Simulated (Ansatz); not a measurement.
Cell and atoms:

```
Mo S
1.0
     3.18430    0.00000    0.00000
    -1.59215    2.75769    0.00000
     0.00000    0.00000   19.44630
Mo S
3 6
Direct
  0.00000 0.00000 0.00022
  0.66667 0.33333 0.33356
  0.33333 0.66667 0.66689
  0.33333 0.66667 0.25374
  0.66667 0.33333 0.08004
  0.00000 0.00000 0.58707
  0.33333 0.66667 0.41337
  0.66667 0.33333 0.92040
  0.00000 0.00000 0.74670
```

Q: Interpret the file: composition, symmetry and coordination.

A: The stoichiometry is MoS₂. Space group R3m (No. 160), lattice rhombohedral (trigonal R). Content of the cell: 3 Mo, 6 S (Z = 3). Mo is surrounded by six S in a trigonal prismatic arrangement at 2.41 Å. S sits among three Mo in a trigonal pyramidal arrangement at 2.41 Å. Not all metal-metal contacts are counted. The bonds build MoS2 layers parallel to (001).

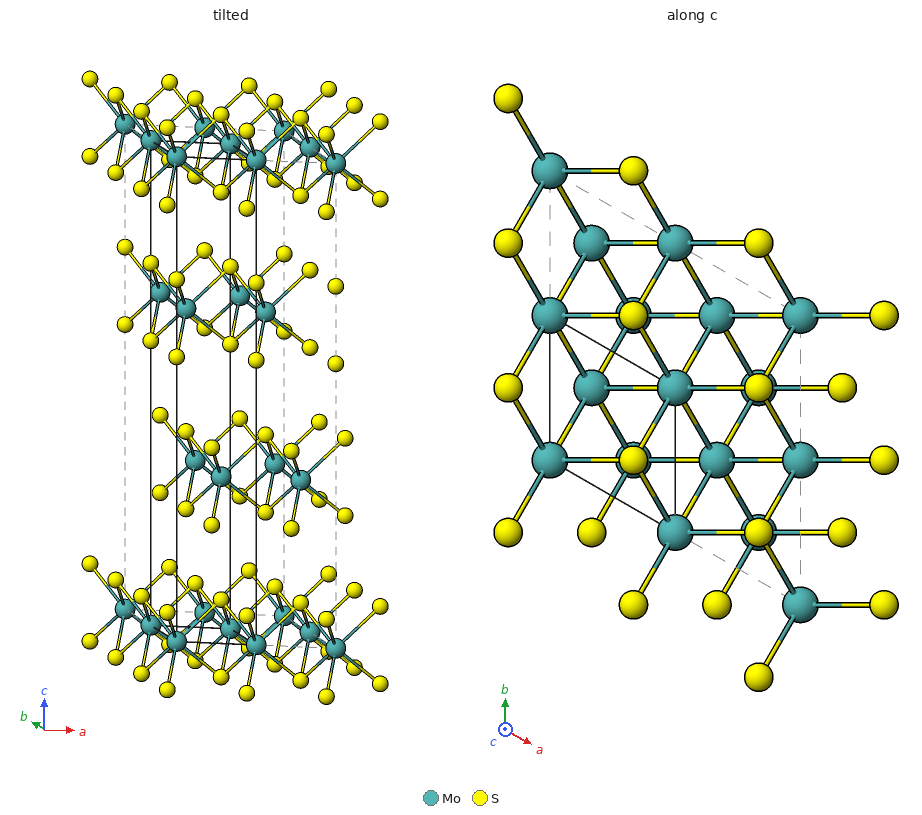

Structure drawing (ball-and-stick), viewed slightly off an axis and along the c axis. 2×2×1 cells are drawn; the solid outline is the conventional unit cell. Some atoms of the next cells are drawn as well. Colours: molybdenum teal, sulfur yellow.

The structure was taken from a structure listed in the Materials Project. Earlier steps of the study, as a rule a relaxation of our own, may have changed the cell and positions, so they can lie some per cent off the listed ones. It went into a calculation with Ansatz.
